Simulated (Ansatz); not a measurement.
```cif
data_structure
_symmetry_space_group_name_H-M 'P 1'
_symmetry_Int_Tables_number 1
_cell_length_a 2.5560
_cell_length_b 2.5560
_cell_length_c 94.7580
_cell_angle_alpha 90.000
_cell_angle_beta 90.000
_cell_angle_gamma 120.000
_cell_volume 536.13
loop_
_atom_site_label
_atom_site_type_symbol
_atom_site_fract_x
_atom_site_fract_y
_atom_site_fract_z
_atom_site_occupancy
Cu1 Cu 0.00000 0.00000 0.08443 1
Cu2 Cu 0.33333 0.66667 0.10645 1
Cu3 Cu 0.66667 0.33333 0.12847 1
Cu4 Cu 0.00000 0.00000 0.15050 1
Cu5 Cu 0.33333 0.66667 0.17252 1
Cu6 Cu 0.66667 0.33333 0.19455 1
Cu7 Cu 0.00000 0.00000 0.21657 1
Cu8 Cu 0.33333 0.66667 0.23860 1
Cu9 Cu 0.66667 0.33333 0.26062 1
Cu10 Cu 0.00000 0.00000 0.28265 1
Cu11 Cu 0.33333 0.66667 0.30467 1
Cu12 Cu 0.66667 0.33333 0.32670 1
Cu13 Cu 0.00000 0.00000 0.34872 1
Cu14 Cu 0.33333 0.66667 0.37074 1
Cu15 Cu 0.66667 0.33333 0.39277 1
Cu16 Cu 0.00000 0.00000 0.41479 1
Cu17 Cu 0.33333 0.66667 0.43682 1
Cu18 Cu 0.66667 0.33333 0.45884 1
```

Computed without spin polarisation.

Level of theory: DFT LDA, scalar-relativistic, plane waves, PAW (Ansatz 0.2.0).

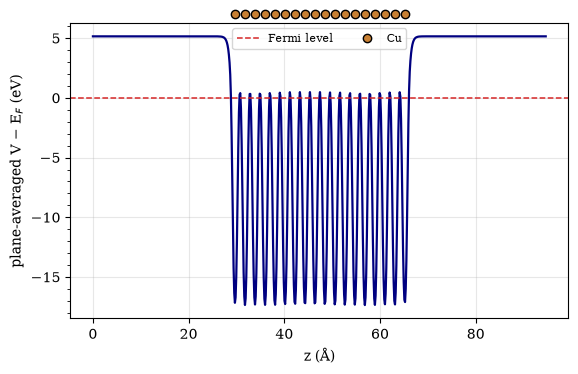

Cu (slab). Plane average of the electrostatic potential (local pseudopotential plus Hartree) felt by an electron across the slab. Circles mark the heights of the atoms.

In a PAW calculation such maps are meaningful between the atoms, not at the nuclei.

### What is the work function?

The potential is flat in the vacuum, 5.15 eV above the Fermi level; this is the work function, the same on both faces.

### How thick is the slab, and how wide the vacuum?

The outermost nuclei are 35.5 Å apart, in 18 atomic planes; the vacuum between periodic images is 59.3 Å wide.
